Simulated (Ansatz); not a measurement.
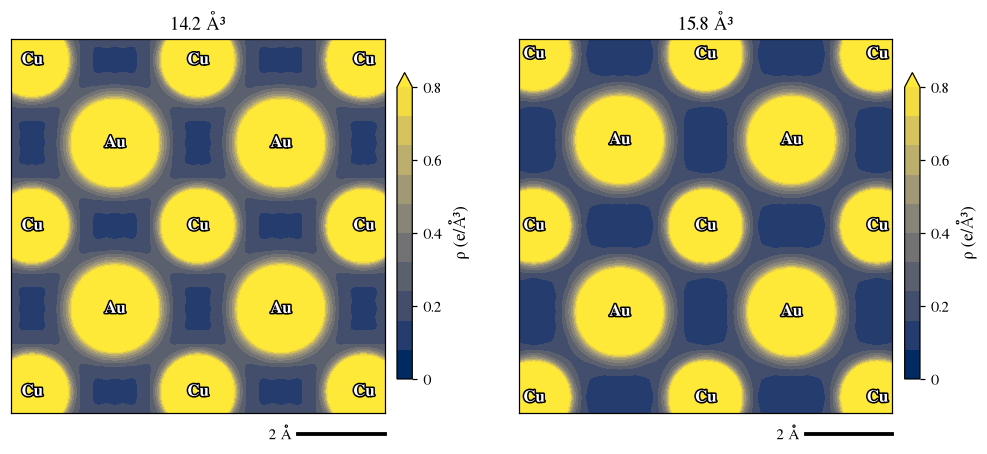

CuAu$_{3}$. The valence electron density of cells scaled evenly to different volumes (given per atom above each panel), on the (001) plane of each (indices in the axes of the cell below), at one length scale and on one colour scale.

Computed without spin polarisation.

All numbers below come from Ansatz 0.2.0, DFT r2SCAN, scalar-relativistic, plane waves, PAW.

The density is the valence pseudo-density of a PAW calculation; it isn't the true density close to the nuclei.

The largest cell:

```
CELL_PARAMETERS angstrom
3.98000 0.00000 0.00000
0.00000 3.98000 0.00000
0.00000 0.00000 3.98000
ATOMIC_POSITIONS crystal
Cu 0.00000 0.00000 0.00000
Au 0.00000 0.50000 0.50000
Au 0.50000 0.00000 0.50000
Au 0.50000 0.50000 0.00000
```

| volume (Å³/atom) | Cu–Au contact in the plane (Å) | ρ at its midpoint (e/Å³) | pressure (GPa) | 
| --- | --- | --- | --- |
| 14.20 | 2.718 | 0.292 | 28.1 | 
| 15.16 | 2.778 | ? | ? | 
| 15.76 | 2.814 | 0.244 | 3.8 | 

**Estimate the missing row, and compare with the calculation.**

Over the known rows ln ρ falls by 1.87 per Å of Cu–Au distance (the line through the two), which gives 0.261 e/Å³ at 2.778 Å; the calculation gives 0.261 e/Å³. For the pressure, a straight line in volume between the neighbouring rows gives 13.1 GPa; the calculation gives 11.3, lower because pressure rises ever faster on compression.
